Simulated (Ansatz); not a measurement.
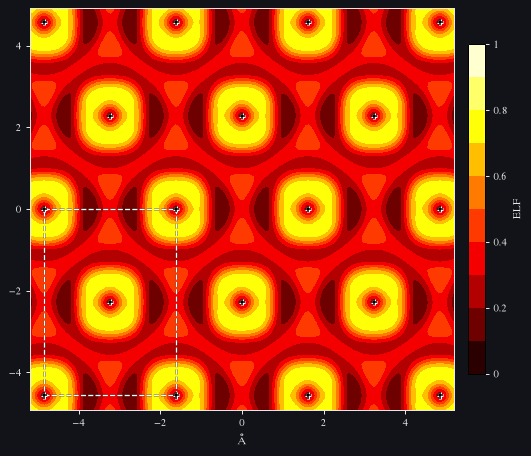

The ELF on a plane through atoms (crosses mark nuclei in the plane).

Computed with Kohn-Sham DFT of a periodic cell, PBE0, Ansatz PAW in Ansatz.

Candidates:
A. Mo, a = 3.23 Å, b = 3.23 Å, c = 3.23 Å, α = 90.00°, β = 90.00°, γ = 90.00°. Space group Im-3m; a structure from a database of computed crystals, not necessarily the ambient phase; computed pressure about −20 GPa in this cell.
B. Al, a = 4.05 Å, b = 4.05 Å, c = 4.05 Å, α = 90.00°, β = 90.00°, γ = 90.00°. Space group Fm-3m.
C. Si, a = 2.60 Å, b = 2.60 Å, c = 2.45 Å, α = 90.00°, β = 90.00°, γ = 120.00°. Space group P6/mmm; a structure from a database of computed crystals, not necessarily the ambient phase; computed pressure about 2 GPa in this cell.

> Which candidate gave the map?

Candidate A: Mo on the (011) plane of the conventional cell, which holds Mo. Mo–Mo (2.80 Å): the ELF is about 0.35 at the midpoint.
